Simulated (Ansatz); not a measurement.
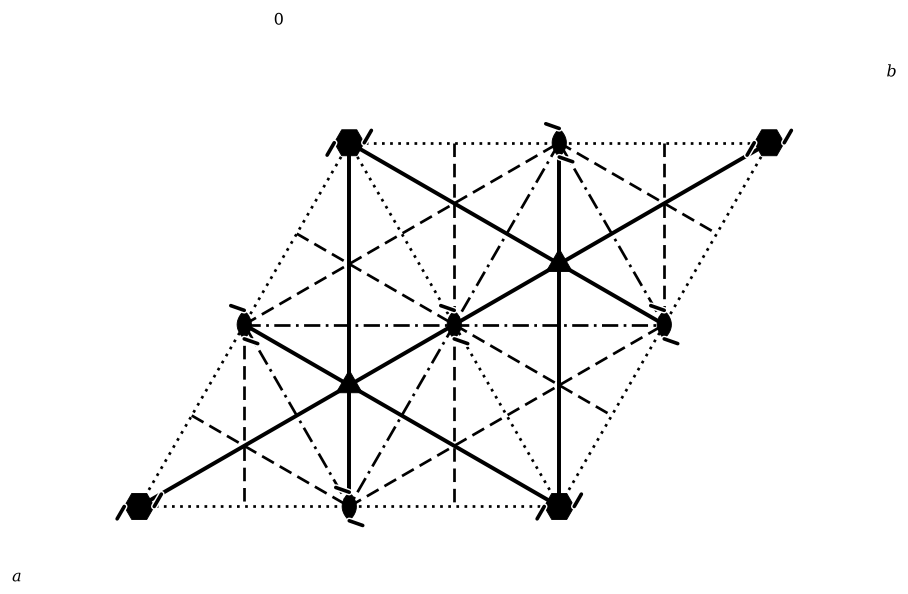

Symmetry elements of a space group, projected down c, computed from the operations of a computed or model structure of composition AlN, which need not be its known form.

Graphical symbols as in the International Tables (origin upper left, heights as fractions; handed screw axes are marked by their printed symbols).

**Identify the space group.**

No. 186, P6_3mc; primitive hexagonal, point group 6mm, 12 general positions a cell.

**List the elements shown.**

6₃ axes along c at (0, 0); 3 axes along c at (1/3, 2/3), (2/3, 1/3); 2₁ axes along c at (0, 1/2), (1/2, 0), (1/2, 1/2); mirror planes holding c and [1 2 0] or [2 1 0] or [−1 1 0]; in-plane glide planes holding c and [1 2 0] or [2 1 0] or [−1 1 0]; c glide planes normal to a*, at x = 0; n glide planes normal to a*, at x = 1/2; c glide planes normal to b*, at y = 0; n glide planes normal to b*, at y = 1/2; c glide planes holding c and [1 1 0]; diagonal glide planes holding c and [1 1 0]. Heights repeat every half period; positions are (a, b) fractions, modulo 1.
